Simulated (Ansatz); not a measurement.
TePb

```yaml
crystal:
  lattice:
    - [3.26784, -3.26784, 0.00000]
    - [3.26784, 3.26784, 0.00000]
    - [0.00000, 0.00000, 6.66639]
  atoms:
    - { symbol: Pb, position: [0.00000, 0.00000, 0.00000] }
    - { symbol: Pb, position: [0.50000, 0.50000, 0.50000] }
    - { symbol: Te, position: [0.50000, 0.50000, 0.00000] }
    - { symbol: Te, position: [0.00000, 0.00000, 0.50000] }
```

Space group I4/mmm; started from the rocksalt prototype, which need not be the ambient phase; changed on purpose from its base cell (uniaxial z strain +2.0%).

Theory: DFT, r2SCAN with spin-orbit coupling, plane waves, PAW (Ansatz).

The density is the valence pseudo-density of a PAW calculation; it isn't the true density close to the nuclei.

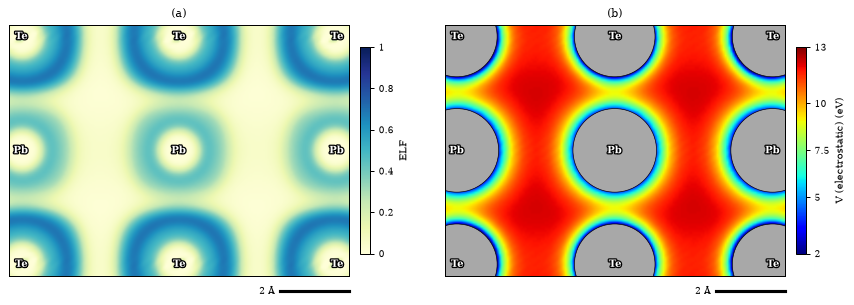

Figure 1. (a) ELF; (b) electrostatic potential energy of an electron on the (100) plane of the conventional cell. Grey discs cover the atomic cores in the potential map.

Question: Read the bonding off the picture.

Answer:
- The plane passes through Pb and Te nuclei.
- Te–Pb (3.33 Å): the ELF peaks at about 0.70 in the valence shell of Te, 1.3 Å from its nucleus, and drops to about 0.25 between the two atoms.
- Outside the cores the potential energy rises away from the atoms and is highest about 2.8 Å from the nearest atoms; its zero is arbitrary.

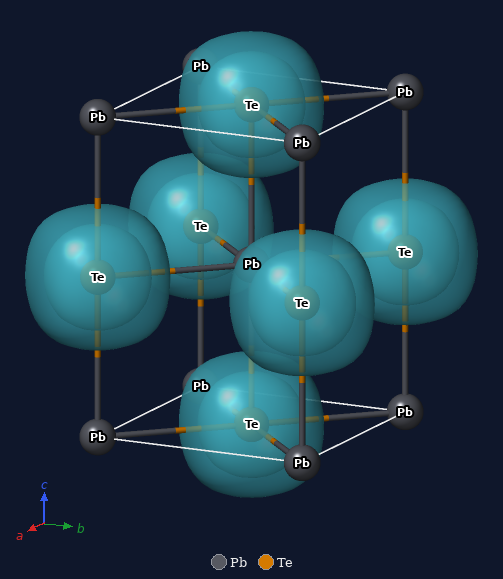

Figure 2. Isosurface of the electron localisation function at 0.6 (cyan), seen at an oblique angle. Only the valence region is drawn (cores and ρ < 0.01 e/Å³ removed). Sticks mark near contacts.

Question: What do the ELF domains correspond to?

Answer: The ELF exceeds this value in two regions wrapped around Te (the valence shell of each), counted in one cell of 4 atoms. Regions shared between cells count once.


Te–Pb (3.27 Å): the ELF peaks at about 0.65 in the valence shell of Te, 1.3 Å from its nucleus, and drops to about 0.25 between the two atoms.
